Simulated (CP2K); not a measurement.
## Energy of Nb along an even scaling of the cell

System: Nb (1 atom in the cell).
Method: Kohn-Sham DFT of a periodic cell, PBEsol, GTH-PBE with UZH-TZVP basis, no spin polarisation (CP2K 2026.2).

The 6 runs differ only in the geometry, by an even scaling of the cell at fixed fractional positions. The structure derives from an entry of the Crystallography Open Database.

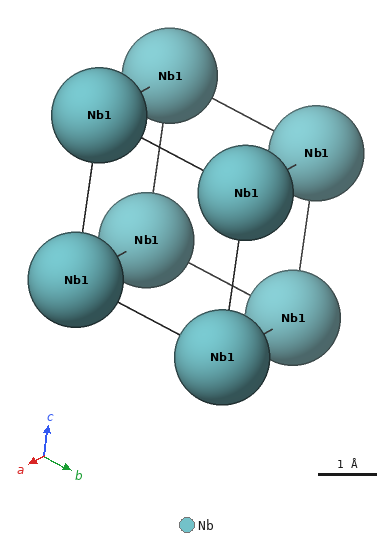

Figure 1. The structure of run 4 (spheres-only view of the cell of the calculation, seen slightly off an axis; atoms are numbered from 1 in the order of the input). An atom can appear more than once, as a periodic image.

## Input of run 4
```
&GLOBAL
  PROJECT nb_eos
  RUN_TYPE ENERGY_FORCE
  PRINT_LEVEL LOW
&END GLOBAL
&FORCE_EVAL
  METHOD QS
  STRESS_TENSOR ANALYTICAL
  &DFT
    BASIS_SET_FILE_NAME BASIS_MOLOPT_UZH
    POTENTIAL_FILE_NAME POTENTIAL_UZH
    WFN_RESTART_FILE_NAME previous-RESTART.kp
    &MGRID
      CUTOFF 450
      REL_CUTOFF 60
      NGRIDS 5
    &END MGRID
    &QS
      METHOD GPW
      EPS_DEFAULT 1.0E-10
    &END QS
    &KPOINTS
      SCHEME MONKHORST-PACK 11 11 11
      GAMMA_CENTERED T
      SYMMETRY T
      SYMMETRY_BACKEND SPGLIB
    &END KPOINTS
    &SCF
      SCF_GUESS RESTART
      EPS_SCF 1.0E-6
      MAX_SCF 100
      ADDED_MOS 11
      CHOLESKY OFF
      EPS_EIGVAL 1.0E-7
      &DIAGONALIZATION ON
        ALGORITHM STANDARD
      &END DIAGONALIZATION
      &MIXING ON
        METHOD BROYDEN_MIXING
        ALPHA 0.4
        BETA 1.5
        NBUFFER 8
      &END MIXING
      &SMEAR ON
        METHOD FERMI_DIRAC
        ELECTRONIC_TEMPERATURE [K] 580.226
      &END SMEAR
    &END SCF
    &XC
      &XC_FUNCTIONAL
        &GGA_X_PBE_SOL
        &END GGA_X_PBE_SOL
        &GGA_C_PBE_SOL
        &END GGA_C_PBE_SOL
      &END XC_FUNCTIONAL
    &END XC
    &PRINT
      &KPOINTS ON
      &END KPOINTS
      &MULLIKEN ON
      &END MULLIKEN
      &MO ON
        ENERGIES T
        OCCUPATION_NUMBERS T
        &EACH
          QS_SCF 0
        &END EACH
        ADD_LAST NUMERIC
      &END MO
    &END PRINT
  &END DFT
  &SUBSYS
    &CELL
      ABC 2.9011328945 2.9011328945 2.9011328944
      ALPHA_BETA_GAMMA 109.4712206349 109.4712206340 109.4712206330
      PERIODIC XYZ
    &END CELL
    &COORD
      SCALED
      Nb  0.0000000000 0.0000000000 0.0000000000
    &END COORD
    &KIND Nb
      BASIS_SET TZVP-MOLOPT-PBE-GTH-q13
      POTENTIAL GTH-PBE-q13
    &END KIND
    &PRINT
      &ATOMIC_COORDINATES ON
      &END ATOMIC_COORDINATES
      &CELL ON
      &END CELL
    &END PRINT
  &END SUBSYS
  &PRINT
    &FORCES ON
    &END FORCES
    &STRESS_TENSOR ON
    &END STRESS_TENSOR
  &END PRINT
&END FORCE_EVAL
```

Command:
```bash
OMP_NUM_THREADS=1 cp2k.psmp -i nb_eos.inp -o nb_eos.out
```

Run 2 has the same physical settings and fractional positions; its lattice vectors (Å) are:
```
   2.843095    0.000000    0.000000
  -0.947698    2.680495    0.000000
  -0.947698   -1.340248    2.321377
```

## Results, with one run withheld

```csv
run,volume per atom (Å³),"free energy per atom, from the lowest run given (meV)",pressure (GPa)
1,17.322,2.48,4.37
2,17.691,?,?
3,18.060,0.00,−3.09
4,18.797,29.11,−9.39
5,19.165,53.95,−12.16
6,19.534,84.86,−14.68
```

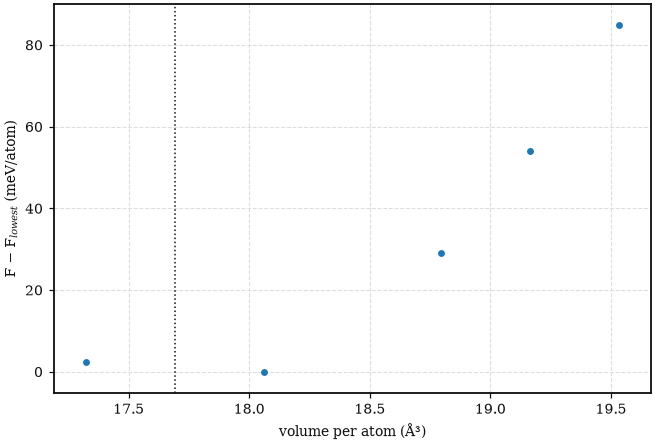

Figure 2. Free energy per atom of the runs given; the dotted line marks run 2.

Estimate the energy of run 2 from the others.

A cubic polynomial in V^(−2/3) (the Birch–Murnaghan form), fitted to the 5 runs given, misses them by at most 0.03 meV per atom. With x = V^(−2/3) − 0.14272 Å⁻², it reads F = 16.035 − 8975.6 x + 1.0623e+06 x² − 2.9001e+06 x³ (meV per atom). At run 2 it gives −3.08 meV per atom, and the run itself gives −3.05. The slope of the fit gives a pressure −dF/dV of 0.49 GPa there, and the run prints 0.49 GPa. The fit has its minimum at 17.739 Å³ per atom, where V d²F/dV² gives 178 GPa: the bulk modulus at this level, since symmetry fixes the shape and the positions.

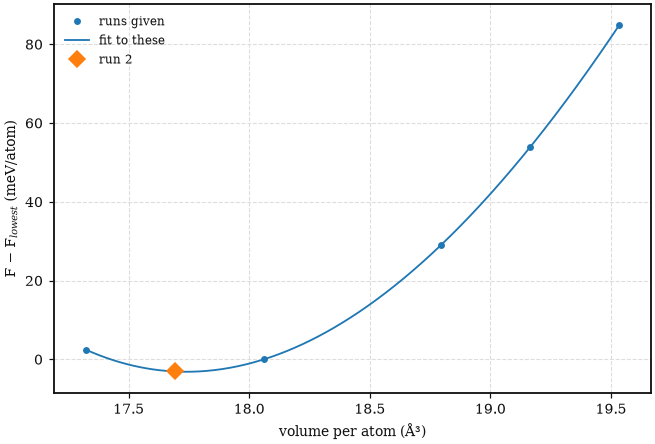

Figure 3. The fit and the withheld run.

## Some lines of the output (run 2)
```
[...]
 CELL| Volume [angstrom^3]:                                            17.690986
 CELL_REF| Volume [angstrom^3]:                                        17.690986
                        Smear method:                                FERMI_DIRAC
  Step     Update method      Time    Convergence         Total energy    Change
  Fermi energy:                                                 0.53380237939973
  Total energy:                                               -56.55342516277168
  Total energy (extrapolated to T->0):                        -56.55313144597648
 MO| E(Fermi):            0.533802 a.u.         14.525501 eV
```
